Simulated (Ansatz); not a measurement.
Al16Au (slab)

Input

```
crystal:
  lattice:
    - [5.6324246412, 0.0, 0.0]
    - [0.0, 7.9654513166, 0.0]
    - [0.0, 0.0, 21.2293510975]
  atoms:
    - { symbol: Al, position: [0.25, 0.25, 0.1884183827] }
    - { symbol: Al, position: [0.25, 0.75, 0.1884183827] }
    - { symbol: Al, position: [0.75, 0.25, 0.1884183827] }
    - { symbol: Al, position: [0.75, 0.75, 0.1884183827] }
    - { symbol: Al, position: [0.0, 0.0, 0.2547466541] }
    - { symbol: Al, position: [0.0, 0.5, 0.2547466541] }
    - { symbol: Al, position: [0.5, 0.0, 0.2547466541] }
    - { symbol: Al, position: [0.5, 0.5, 0.2547466541] }
    - { symbol: Al, position: [0.25, 0.25, 0.3240951258] }
    - { symbol: Al, position: [0.25, 0.75, 0.3240951258] }
    - { symbol: Al, position: [0.75, 0.25, 0.3240951258] }
    - { symbol: Al, position: [0.75, 0.75, 0.3240951258] }
    - { symbol: Al, position: [0.0, 0.0, 0.3876402562] }
    - { symbol: Al, position: [0.0, 0.5, 0.3876402562] }
    - { symbol: Al, position: [0.5, 0.0, 0.3876402562] }
    - { symbol: Al, position: [0.5, 0.5, 0.3876402562] }
    - { symbol: Au, position: [0.1666666667, 0.25, 0.5289540432] }
basis:
  ecutwfc: 420
kpoints:
  mp_grid: { grid: [5, 4, 1] }
hamiltonian:
  xc: pbe
  dispersion: d3bj
scf:
  occupations: { method: gaussian, width: 0.1 }
output:
  forces: true
  eigenvalues: true
  write_density: true
  write_potential: true
  elf: true
  volumetric_format: npy
efield:
  axis: 3
  dipole_correction: true
  ramp_width: 0.04
```

Run with:

```sh
ansatz run input.yaml --threads 1 --pin off --max-ram 3072MiB --backend cpu --events-out ev --progress --plain --runs-dir out
```

Not relaxed (largest force 1.2 eV/Å); computed without spin polarisation.

Theory: Ansatz 0.2.0, DFT PBE+D3(BJ), scalar-relativistic, plane waves, PAW.

In a PAW calculation such maps are meaningful between the atoms, not at the nuclei.

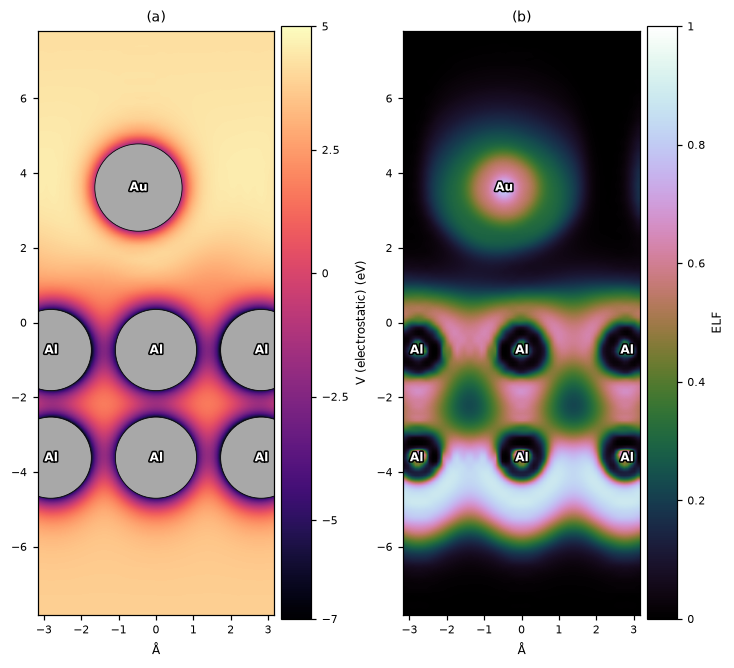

Figure 1. (a) electrostatic potential (local pseudopotential plus Hartree) felt by an electron; (b) ELF on the (010) plane of the calculation cell, a cut from vacuum to vacuum. Grey discs cover the atomic cores in the potential map.

Describe what can be read from this map.

Answer. The section cuts through Al and Au sites.
Al–Al (2.82 Å): the ELF peaks at about 0.80 between the atoms.
The features right at Au lie inside the PAW spheres, where the map follows smoothed inner orbitals and isn't to be read closely.

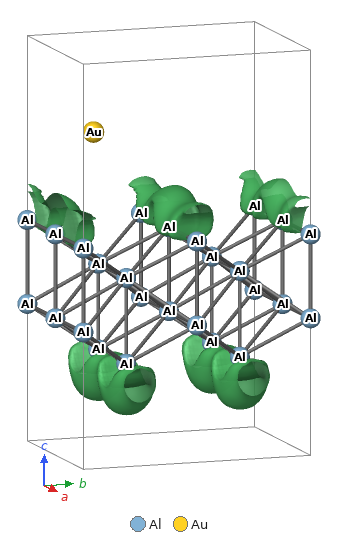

Figure 2. Isosurface of the ELF at 0.75 (green), seen slightly off an axis. Only the valence region is drawn (cores and ρ < 0.01 e/Å³ removed). Sticks mark near contacts.

Describe the localisation domains.

Answer. The surface consists of channels that run through the cell in one direction, counted in one cell of 17 atoms. Counts are for one cell; the picture repeats the cell along the surface. Along the contacts the grid gives the following. Al–Al (2.79 Å): the ELF peaks at about 0.70 between the atoms. Al–Au (3.72 Å): the ELF is about 0.25 at the midpoint.

Does the calculation give a band gap?

Answer. It is metallic or semimetallic at this level of theory: no gap opens.
